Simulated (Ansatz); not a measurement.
# TiO2: one cell, many SCF starts

Is TiO2 magnetic at this level, in which order, and do all starts find it? Single-point runs from several starts follow. TiO$_{2}$ is taken in the measured crystal structure (space group I4_1/amd, primitive cell doubled), 12 atoms in the cell. Source: COD entry 7206075, which need not be the ambient phase.

Method: DFT PBE+U, PAW, plane waves, scalar-relativistic; U − J = 3 eV on Ti d, in Ansatz 0.2.0.

## (1) The starting structure

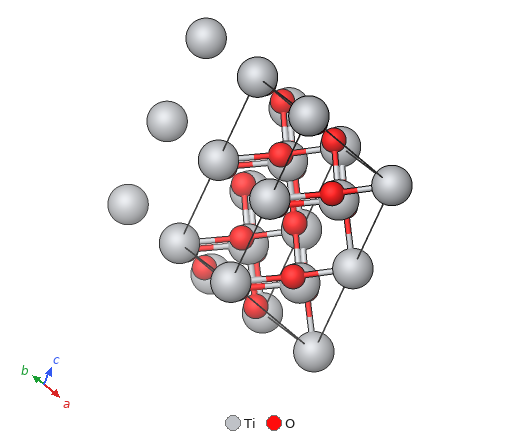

Start, viewed slightly off an axis; titanium light grey, oxygen red. 1×2×1 cells are drawn. Atoms on the faces are drawn again on the opposite ones.

As a file:

```
Ti O
1.0
    -1.89250    1.89250    4.75980
     1.89250   -1.89250    4.75980
     3.78500    3.78500   -9.51960
Ti O
4 8
Direct
  0.00000 0.00000 0.00000
  0.00000 0.00000 0.50000
  0.75000 0.25000 0.25000
  0.75000 0.25000 0.75000
  0.21017 0.21017 0.00000
  0.21017 0.21017 0.50000
  0.96017 0.46017 0.25000
  0.96017 0.46017 0.75000
  0.53983 0.03983 0.25000
  0.53983 0.03983 0.75000
  0.78983 0.78983 0.00000
  0.78983 0.78983 0.50000
```

Atoms are counted from 1 in the order of input.yaml (O12 and so on).

The first starts: parallel moments, plain SCF; opposed moments ++--, plain SCF; no spin polarisation; spin on, no moments given (the program may seed its own), plain SCF. Further starts follow from what these give.

“Plain SCF” means no search for lower states. 

Moments by site are taken inside atomic spheres; the rest lies between them.

## (2) Parallel moments, plain SCF

Input file input.yaml:

```yaml
crystal:
  lattice:
    - [-1.8925, 1.8925, 4.7598]
    - [1.8925, -1.8925, 4.7598]
    - [3.785, 3.785, -9.5196]
  atoms:
    - { symbol: Ti, position: [0.0, 0.0, 0.0], spin: 1.0 }
    - { symbol: Ti, position: [0.0, 0.0, 0.5], spin: 1.0 }
    - { symbol: Ti, position: [0.75, 0.25, 0.25], spin: 1.0 }
    - { symbol: Ti, position: [0.75, 0.25, 0.75], spin: 1.0 }
    - { symbol: O, position: [0.21017, 0.21017, 0.0] }
    - { symbol: O, position: [0.21017, 0.21017, 0.5] }
    - { symbol: O, position: [0.96017, 0.46017, 0.25] }
    - { symbol: O, position: [0.96017, 0.46017, 0.75] }
    - { symbol: O, position: [0.53983, 0.03983, 0.25] }
    - { symbol: O, position: [0.53983, 0.03983, 0.75] }
    - { symbol: O, position: [0.78983, 0.78983, 0.0] }
    - { symbol: O, position: [0.78983, 0.78983, 0.5] }
magnetization:
  spin_polarized: true
hamiltonian:
  xc: pbe
  pseudopotentials: { kind: paw }
  hubbard: { sites: [{ species: Ti, l: d, u_eff: 3.0 }] }
basis:
  ecutwfc: 420
kpoints:
  mp_grid: { grid: [4, 4, 3] }
scf:
  occupations: { method: gaussian, width: 0.03 }
  lower_state_search: "off"
output:
  forces: true
  stress: true
```

Output, cut to the lines that bear on the results:

```text
Warning: crystal.symmetry: narrowed to the stabiliser of the k-point mesh — unitary ops 16 → 8; excluded 8 operations that carry a point of the 4×4×3 mesh (shift [0, 0, 0]) off the mesh (the run samples exactly the mesh kpoints.mp_grid names, as under crystal.symmetry.detect: false, and [...]
basis.fft_grid_basis auto: the FFT boxes are laid along the combinations [[1, 1, 1], [0, 1, 0], [-1, 1, 0]] of the cell's own vectors, 5.353, 5.461 and 5.353 Å long. The dense box has 36×40×36 points. Along the cell's own vectors, as sized, it would have 40×40×75, 2.31 times as many. [...]
Ti: projections on atomic orbitals take those of the free atom [Ne] 3s2 3p6 3d2 4s2, of charge +0.00 (hamiltonian.pseudopotentials.projection_atoms); the dataset's partial waves leave at most 4.1e-7 of an orbital's norm unspanned inside its sphere
O: projections on atomic orbitals take those of the free atom [He] 2s2 2p4, of charge +0.00 (hamiltonian.pseudopotentials.projection_atoms); the dataset's partial waves leave at most 1.9e-8 of an orbital's norm unspanned inside its sphere
[...]
Pseudopotentials: kind: paw
Pseudopotential: Ti, paw, valence charge 12, recommended cutoff 420 eV (normal), Ti.paw.azcp
Pseudopotential: O, paw, valence charge 6, recommended cutoff 420 eV (normal), O.paw.azcp
Functional definition: PBE
[...]
Crystal: 12 atoms, lattice volume = 136.380 Å³
Basis set: ecut = 420 eV, 2643 PW (Γ), FFT grids on a1+a2+a3, a2, −a1+a2, exchange–correlation on 72×80×72 points (8 copies of the dense FFT grid, shifted against one another)
Bands: 62, of which v1, the nominal top of the filled ones, is band 48 counted from 1 (47 counted from 0)
Symmetry: 8 space group operations
[...]
spin=Collinear: Resta preconditioning applied to the charge; magnetization (m = ρ↑ − ρ↓) channel mixes plain (no charge-response kernel on spin).
[...]
spin-set hold released at iteration 7 (site moments contracting): the magnetisation degrees of freedom join the quasi-Newton model from the next iteration; the mixer history was flushed
[...]
SCF iter  15: F=-14544.807050 eV  HF=-14544.807050 eV  |F-HF|=7.28e-12  |Δ(HF+E_count)|=   6.64e-9  Δρ=3.46e-7 (↑3.46e-7 ↓2.08e-7)  dr2=2.95e-10  dr2_m=2.73e-11  M=0.000 μB ∫|m|=0.000 μB  ethr=8.07e-12  ⟨swp⟩=1.0  Hψ=5200  notcnv=0
WARN: the starting moments were not kept: the SCF closed with an absolute magnetisation of 5.4e-6 μB, where they sum to 4 μB in size (4 sites). That is at most 0.1 of that sum. Measured as dr2_m measures the in/out step, that magnetisation stands 2.3e-12 eV from none, at or under the [...]
SCF converged after 15 iterations
Magnetization: 0.0000 μB (48.0000 up, 48.0000 down)
Absolute magnetization: 0.0000 μB (∫|ρ↑−ρ↓|, with the PAW one-centre terms)
Spin contamination: 0.0000 ħ² per cell (⟨S²⟩ above its minimum at these occupations)
[...]
Free energy (F): -14544.807050 eV
[...]
E sigma→0 (E₀):  -14544.807050 eV
Fermi energy:    8.794298 eV
[...]
--- Forces (eV/Å), atoms counted from 1 ---
  atom   1  Ti    -0.00000350     0.00000350    -0.00000000
  atom   2  Ti    -0.00000350     0.00000350    -0.00000000
  atom   3  Ti     0.00000350    -0.00000350     0.00000000
  atom   4  Ti     0.00000350    -0.00000350     0.00000000
  atom   5  O     -0.00003554     0.00002489    -0.23790527
  atom   6  O     -0.00003554     0.00002489    -0.23790527
  atom   7  O      0.00002489    -0.00003554    -0.23790527
  atom   8  O      0.00002489    -0.00003554    -0.23790527
[...]
--- Stress (GPa, compression-positive) ---
        7.312089      -0.001704      -0.000426
       -0.001704       7.312089      -0.000426
       -0.000426      -0.000426       4.446292
  P = ⅓ Tr σ = 6.3568 GPa (63.568 kbar)
Occupation matrices written to <dir>
```

Run time: 25 s. Hardware: 4 threads of an Arm CPU, shared host; peak memory 0.8 GiB.

End: non-magnetic, a gap of 2.44 eV on the k-mesh.

## (3) Opposed moments ++--, plain SCF

Changes to input.yaml since step 2:

```diff
@@ -8,4 +8,4 @@
     - { symbol: Ti, position: [0.0, 0.0, 0.5], spin: 1.0 }
-    - { symbol: Ti, position: [0.75, 0.25, 0.25], spin: 1.0 }
-    - { symbol: Ti, position: [0.75, 0.25, 0.75], spin: 1.0 }
+    - { symbol: Ti, position: [0.75, 0.25, 0.25], spin: -1.0 }
+    - { symbol: Ti, position: [0.75, 0.25, 0.75], spin: -1.0 }
     - { symbol: O, position: [0.21017, 0.21017, 0.0] }
```

Output, cut to the lines that bear on the results:

```text
Warning: crystal.symmetry: narrowed to the stabiliser of the k-point mesh — unitary ops 8 → 4, anti-unitary 8 → 4; excluded 8 operations that carry a point of the 4×4×3 mesh (shift [0, 0, 0]) off the mesh (the run samples exactly the mesh kpoints.mp_grid names, as under [...]
[... 15 lines as in an earlier run ...]
Symmetry: 4 space group operations
k-points: 17 of 48 (time reversal used)
[... 6 lines as in an earlier run ...]
Starting moments: Σ|m| = 4 μB on 4 of 12 sites
[... 2 lines as in an earlier run ...]
SCF iter   1: F=—  HF=-14545.175738 eV  |F-HF|=—  |Δ(HF+E_count)|=         —  Δρ=5.79e-2 (↑5.79e-2 ↓5.79e-2)  dr2=1.00e1  dr2_m=2.01e0  M=0.000 μB ∫|m|=1.019 μB  β_m=0.30  ethr=3.10e-3  ⟨swp⟩=5.1  Hψ=7644  notcnv=0  defer=6
[...]
[... 1 line as in an earlier run ...]
[...]
spin-set hold released at iteration 7 (site moments contracting): the magnetisation degrees of freedom join the quasi-Newton model from the next iteration; the mixer history was flushed
[...]
SCF iter  15: F=-14544.807050 eV  HF=-14544.807050 eV  |F-HF|=4.37e-11  |Δ(HF+E_count)|=   2.58e-9  Δρ=4.86e-7 (↑4.39e-7 ↓4.86e-7)  dr2=9.22e-10  dr2_m=6.02e-11  M=0.000 μB ∫|m|=0.000 μB  ethr=1.16e-11  ⟨swp⟩=2.0  Hψ=5782  notcnv=0
WARN: the starting moments were not kept: the SCF closed with an absolute magnetisation of 1.0e-5 μB, where they sum to 4 μB in size (4 sites). That is at most 0.1 of that sum. Measured as dr2_m measures the in/out step, that magnetisation stands 1.2e-11 eV from none, at or under the [...]
SCF converged after 15 iterations
an eigenvalue changed by more than its tolerance at an iteration that met the thresholds in force, so the SCF went on 1 time: the last check found none over its tolerance
Magnetization: 0.0000 μB (48.0000 up, 48.0000 down)
Absolute magnetization: 0.0000 μB (∫|ρ↑−ρ↓|, with the PAW one-centre terms)
Spin contamination: 0.0000 ħ² per cell (⟨S²⟩ above its minimum at these occupations)
[...]
Free energy (F): -14544.807050 eV
[...]
E sigma→0 (E₀):  -14544.807050 eV
Fermi energy:    8.794286 eV
[... 36 lines left out: energy terms, forces, stress ...]
Occupation matrices written to <dir>
```

Run time: 40 s. Hardware: 4 threads of an Arm CPU, shared host; peak memory 0.75 GiB.

The run ends in the same state as step 2 (non-magnetic); it took 15 iterations.

## (4) No spin polarisation

Changes to input.yaml since step 3:

```diff
@@ -6,6 +6,6 @@
   atoms:
-    - { symbol: Ti, position: [0.0, 0.0, 0.0], spin: 1.0 }
-    - { symbol: Ti, position: [0.0, 0.0, 0.5], spin: 1.0 }
-    - { symbol: Ti, position: [0.75, 0.25, 0.25], spin: -1.0 }
-    - { symbol: Ti, position: [0.75, 0.25, 0.75], spin: -1.0 }
+    - { symbol: Ti, position: [0.0, 0.0, 0.0] }
+    - { symbol: Ti, position: [0.0, 0.0, 0.5] }
+    - { symbol: Ti, position: [0.75, 0.25, 0.25] }
+    - { symbol: Ti, position: [0.75, 0.25, 0.75] }
     - { symbol: O, position: [0.21017, 0.21017, 0.0] }
@@ -18,4 +18,2 @@
     - { symbol: O, position: [0.78983, 0.78983, 0.5] }
-magnetization:
-  spin_polarized: true
 hamiltonian:
```

Output, cut to the lines that bear on the results:

```text
[... 15 lines as in an earlier run ...]
Bands: 60, of which v1, the nominal top of the filled ones, is band 48 counted from 1 (47 counted from 0)
[... 7 lines as in an earlier run ...]
[...]
[... 2 lines as in an earlier run ...]
SCF iter   1: F=—  HF=-14546.310698 eV  |F-HF|=—  |Δ(HF+E_count)|=         —  Δρ=8.49e-2  dr2=1.04e1  ethr=3.10e-3  ⟨swp⟩=5.1  Hψ=3778  notcnv=0
[...]
SCF iter   9: F=-14544.807050 eV  HF=-14544.807050 eV  |F-HF|=4.77e-8  |Δ(HF+E_count)|=   5.05e-7  Δρ=4.10e-6  dr2=2.49e-8  ethr=1.04e-10  ⟨swp⟩=3.0  Hψ=3939  notcnv=0
[...]
SCF converged after 9 iterations
Free energy (F): -14544.807050 eV
[...]
E sigma→0 (E₀):  -14544.807050 eV
Fermi energy:    8.794322 eV
[... 36 lines left out: energy terms, forces, stress ...]
Occupation matrices written to <dir>
```

Wall time 12 s (4 threads of an Arm CPU, shared host); peak memory 0.71 GiB.

The run ends in the same state as step 2 (non-magnetic); it took 9 iterations.

## (5) Spin on, no moments given (the program may seed its own), plain SCF

Changes to input.yaml since step 4:

```diff
@@ -32 +32,3 @@
   stress: true
+magnetization:
+  spin_polarized: true
```

Output, cut to the lines that bear on the results:

```text
Warning: crystal.symmetry: narrowed to the stabiliser of the k-point mesh — unitary ops 16 → 8, anti-unitary 16 → 8; excluded 16 operations that carry a point of the 4×4×3 mesh (shift [0, 0, 0]) off the mesh (the run samples exactly the mesh kpoints.mp_grid names, as under [...]
[... 3 lines as in an earlier run ...]
band count auto-derived: 64 (N_el = 96.0; filled up to band 48; 60 by the electrons, moments and atoms)
[... 11 lines as in an earlier run ...]
Bands: 64, of which v1, the nominal top of the filled ones, is band 48 counted from 1 (47 counted from 0)
[... 10 lines as in an earlier run ...]
SCF iter   1: F=—  HF=-14546.311288 eV  |F-HF|=—  |Δ(HF+E_count)|=         —  Δρ=4.25e-2 (↑4.25e-2 ↓4.25e-2)  dr2=1.03e1  dr2_m=0.00e0  M=0.000 μB ∫|m|=0.000 μB  β_m=0.30  ethr=3.10e-3  ⟨swp⟩=5.6  Hψ=4006  notcnv=0  defer=2
[...]
[... 1 line as in an earlier run ...]
[...]
SCF iter  13: F=-14544.807050 eV  HF=-14544.807050 eV  |F-HF|=1.74e-9  |Δ(HF+E_count)|=   2.52e-7  Δρ=1.51e-6 (↑1.51e-6 ↓1.51e-6)  dr2=1.20e-8  dr2_m=0.00e0  M=0.000 μB ∫|m|=0.000 μB  ethr=1.04e-10  ⟨swp⟩=4.2  Hψ=3202  notcnv=0
[...]
SCF converged after 13 iterations
Magnetization: 0.0000 μB (48.0000 up, 48.0000 down)
Absolute magnetization: 0.0000 μB (∫|ρ↑−ρ↓|)
Spin contamination: 0.0000 ħ² per cell (⟨S²⟩ above its minimum at these occupations)
[...]
Free energy (F): -14544.807050 eV
[...]
E sigma→0 (E₀):  -14544.807050 eV
Fermi energy:    8.794313 eV
[... 36 lines left out: energy terms, forces, stress ...]
Occupation matrices written to <dir>
```

Run time: 14 s. Hardware: 4 threads of an Arm CPU, shared host; peak memory 0.8 GiB.

Nothing new: the 13 iterations lead to the state found in step 2 (non-magnetic).

## (6) Parallel moments scaled by 1.5, plain SCF

Changes to input.yaml since step 5:

```diff
@@ -6,6 +6,6 @@
   atoms:
-    - { symbol: Ti, position: [0.0, 0.0, 0.0] }
-    - { symbol: Ti, position: [0.0, 0.0, 0.5] }
-    - { symbol: Ti, position: [0.75, 0.25, 0.25] }
-    - { symbol: Ti, position: [0.75, 0.25, 0.75] }
+    - { symbol: Ti, position: [0.0, 0.0, 0.0], spin: 1.5 }
+    - { symbol: Ti, position: [0.0, 0.0, 0.5], spin: 1.5 }
+    - { symbol: Ti, position: [0.75, 0.25, 0.25], spin: 1.5 }
+    - { symbol: Ti, position: [0.75, 0.25, 0.75], spin: 1.5 }
     - { symbol: O, position: [0.21017, 0.21017, 0.0] }
@@ -18,2 +18,4 @@
     - { symbol: O, position: [0.78983, 0.78983, 0.5] }
+magnetization:
+  spin_polarized: true
 hamiltonian:
@@ -32,3 +34 @@
   stress: true
-magnetization:
-  spin_polarized: true
```

Output, cut to the lines that bear on the results:

```text
[... 15 lines as in an earlier run ...]
Bands: 63, of which v1, the nominal top of the filled ones, is band 48 counted from 1 (47 counted from 0)
[... 8 lines as in an earlier run ...]
Starting moments: Σ|m| = 6 μB on 4 of 12 sites
[... 2 lines as in an earlier run ...]
SCF iter   1: F=—  HF=-14543.628392 eV  |F-HF|=—  |Δ(HF+E_count)|=         —  Δρ=7.85e-2 (↑7.85e-2 ↓7.19e-2)  dr2=9.77e0  dr2_m=4.95e0  M=0.000 μB ∫|m|=1.979 μB  β_m=0.30  ethr=3.10e-3  ⟨swp⟩=5.8  Hψ=7911  notcnv=0
[...]
[... 1 line as in an earlier run ...]
[...]
spin-set hold released at iteration 7 (site moments contracting): the magnetisation degrees of freedom join the quasi-Newton model from the next iteration; the mixer history was flushed
[...]
SCF iter  15: F=-14544.807050 eV  HF=-14544.807050 eV  |F-HF|=7.28e-12  |Δ(HF+E_count)|=   9.24e-9  Δρ=5.52e-7 (↑5.52e-7 ↓4.04e-7)  dr2=1.13e-9  dr2_m=1.20e-11  M=0.000 μB ∫|m|=0.000 μB  ethr=1.28e-11  ⟨swp⟩=1.0  Hψ=5237  notcnv=0
WARN: the starting moments were not kept: the SCF closed with an absolute magnetisation of 3.8e-6 μB, where they sum to 6 μB in size (4 sites). That is at most 0.1 of that sum. Measured as dr2_m measures the in/out step, that magnetisation stands 1.0e-12 eV from none, at or under the [...]
SCF converged after 15 iterations
Magnetization: 0.0000 μB (48.0000 up, 48.0000 down)
Absolute magnetization: 0.0000 μB (∫|ρ↑−ρ↓|, with the PAW one-centre terms)
Spin contamination: 0.0000 ħ² per cell (⟨S²⟩ above its minimum at these occupations)
[...]
Free energy (F): -14544.807050 eV
[...]
E sigma→0 (E₀):  -14544.807050 eV
Fermi energy:    8.794294 eV
[... 36 lines left out: energy terms, forces, stress ...]
Occupation matrices written to <dir>
```

It took 24 s on 4 threads of an Arm CPU, shared host; peak memory 0.85 GiB.

This is the state of step 2 again (non-magnetic), after 15 iterations.

## (7) Comparing the starts

```csv
step,iterations,state,moments of Ti1 Ti2 Ti3 Ti4 (μB),total (μB),gap (eV),pressure (GPa),above lowest (meV/atom)
2,15,1,0.00 0.00 0.00 0.00,0.00,2.44,6.4,0.0
3,15,1,0.00 0.00 0.00 0.00,0.00,2.44,6.4,0.0
4,9,1,0.00 0.00 0.00 0.00,0.00,2.44,6.4,0.0
5,13,1,0.00 0.00 0.00 0.00,0.00,2.44,6.4,0.0
6,15,1,0.00 0.00 0.00 0.00,0.00,2.44,6.4,0.0
```

States are numbered from the lowest. Starts by step: 2 parallel moments, plain SCF; 3 opposed moments ++--, plain SCF; 4 no spin polarisation; 5 spin on, no moments given (the program may seed its own), plain SCF; 6 parallel moments scaled by 1.5, plain SCF.

The 5 runs of this session took 1.9 min in all, from 12 s to 40 s each.

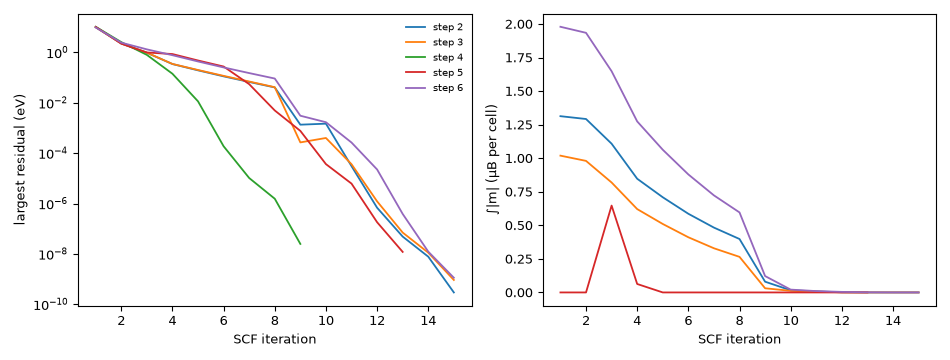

Residual and absolute moment along the iterations.

## (8) What came out

| quantity | value |
| --- | --- |
| distinct states | 1 from 5 converged runs |
| lowest state | non-magnetic |
| total moment | 0.00 μB per cell |
| gap on the k-mesh | 2.44 eV |
| pressure | 6.4 GPa |
| largest force | 0.238 eV/Å |

**Reading.** 5 runs converged, all to one state. Spin polarisation gains nothing here: every starting moment dies out. These are lowest states among those tried, not proven ground states. The mesh has less symmetry than the lattice, which lowers the symmetry of the run.
